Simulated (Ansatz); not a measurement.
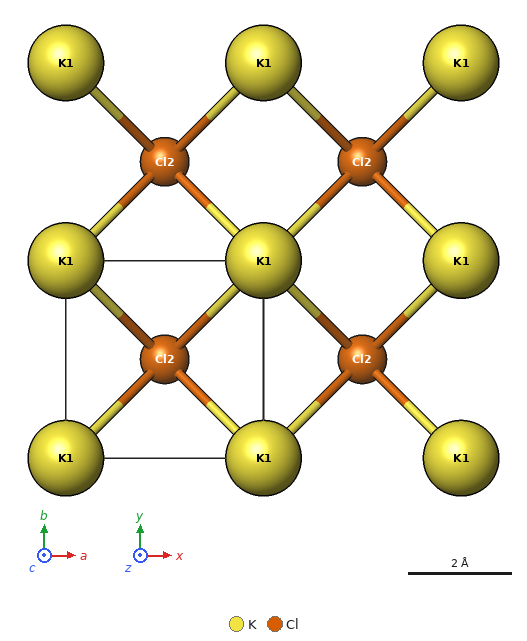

Crystalline KCl (Pm-3m): the cell is strained along y alone, with the atoms kept at their fractional coordinates. x, y and z are the Cartesian axes of the input. The picture shows the reference cell. Style: ball-and-stick. Shown: the cell of the calculation, repeated 2 × 2 × 1 with one cell outlined, along the c axis.

The calculation used Ansatz 0.2.0, DFT LDA, scalar-relativistic, plane waves, PAW. (plane-wave cutoff 420 eV; k-point mesh 6 × 6 × 6; occupations gaussian; smearing width 0.05 eV; no spin polarisation). Energies (free energies at the smearing named) are counted from the cell as listed in its source, which wasn't relaxed.

The input:
```yaml
crystal:
  lattice:
    - [3.839196, 0.0, 0.0]
    - [0.0, 3.839196, 0.0]
    - [0.0, 0.0, 3.839196]
  atoms:
    - { symbol: K, position: [0.0, 0.0, 0.0] }
    - { symbol: Cl, position: [0.5, 0.5, 0.5] }
basis:
  ecutwfc: 420
kpoints:
  mp_grid: { grid: [6, 6, 6] }
hamiltonian:
  xc: lda
scf:
  occupations: { method: gaussian, width: 0.05 }
output:
  forces: true
  stress: true
  eigenvalues: true
```

**Give the energy at each point (the strain: −0.040, −0.030, −0.020, −0.010, 0.000, 0.010, 0.020, 0.030, 0.035, 0.040).**

```tsv
strain	E − E(ref) (meV/atom)
−0.040	−16.3
−0.030	−13.4
−0.020	−9.7
−0.010	−5.2
0.000	0.0
0.010	5.9
0.020	12.5
0.030	19.7
0.035	23.5
0.040	27.5
```

The lowest computed point lies at the strain −0.04 (−16.3 meV/atom). The energy is still falling at the end of the range, so the minimum along this coordinate lies there or beyond. At the ends of the scan the energy is −16.3 meV/atom (−0.04) and 27.5 meV/atom (0.04). The unrelaxed reference is under a pressure of −3.1 GPa, which tilts the curve. The distortion takes the space group from Pm-3m to P4/mmm. At the strain −0.04 the cell of the drawing goes b 3.839 → 3.686 Å.

The computed profile:

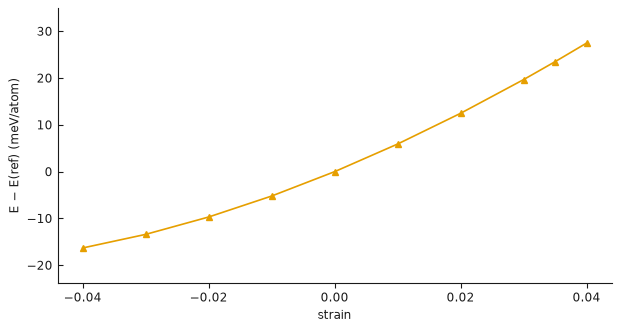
